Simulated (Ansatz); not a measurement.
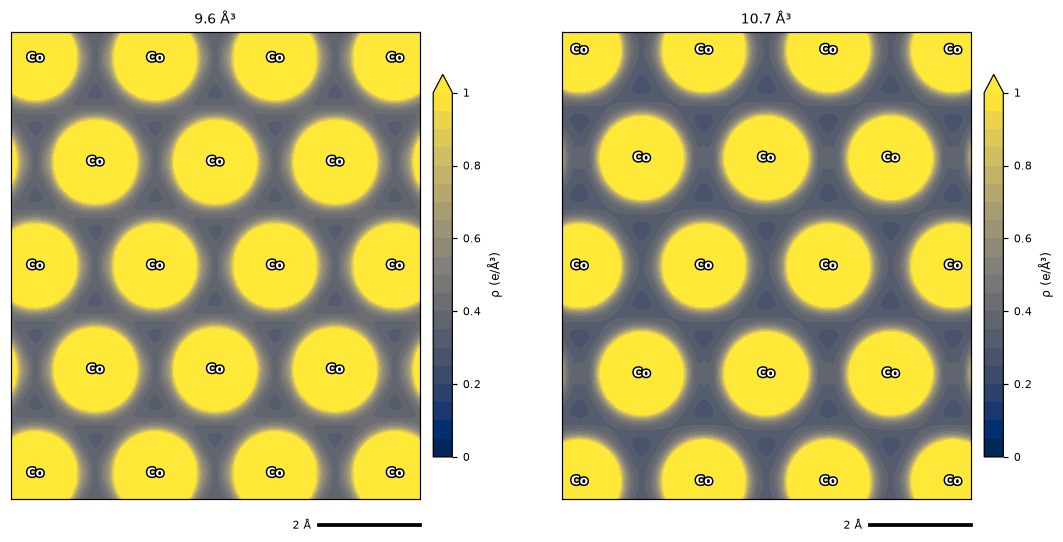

Co. The valence charge density (pseudo) of cells scaled evenly to different volumes (given per atom above each panel), on the (101) plane of each (indices in the axes of the cell below), at one length scale and on one colour scale.

A generated structure, not necessarily the stable one; spin-polarised.

The calculation used DFT, LDA (PW92), plane waves (420 eV) with PAW, scalar-relativistic in Ansatz.

The density is the valence pseudo-density of a PAW calculation; it isn't the true density close to the nuclei.

The largest cell:

```
CELL_PARAMETERS angstrom
2.47688 0.00000 0.00000
0.00000 2.47688 0.00000
0.00000 0.00000 3.50170
ATOMIC_POSITIONS crystal
Co 0.00000 0.00000 0.00000
Co 0.50000 0.50000 0.50000
```

| volume (Å³/atom) | Co–Co contact in the plane (Å) | ρ at its midpoint (e/Å³) | pressure (GPa) | largest moment (μB) | 
| --- | --- | --- | --- | --- |
| 9.59 | 2.385 | 0.410 | 13.7 | 1.51 | 
| 9.97 | 2.416 | ? | ? | ? | 
| 10.74 | 2.476 | 0.346 | −15.0 | 1.66 | 

Estimate the missing row, and compare with the calculation.

Over the known rows ln ρ falls by 1.87 per Å of Co–Co distance (the line through the two), which gives 0.387 e/Å³ at 2.416 Å; the calculation gives 0.387 e/Å³. For the pressure, a straight line in volume between the neighbouring rows gives 4.2 GPa; the calculation gives 2.2, lower because pressure rises ever faster on compression. For the largest moment, a straight line in volume between the neighbouring rows gives 1.56 μB; the calculation gives 1.58.
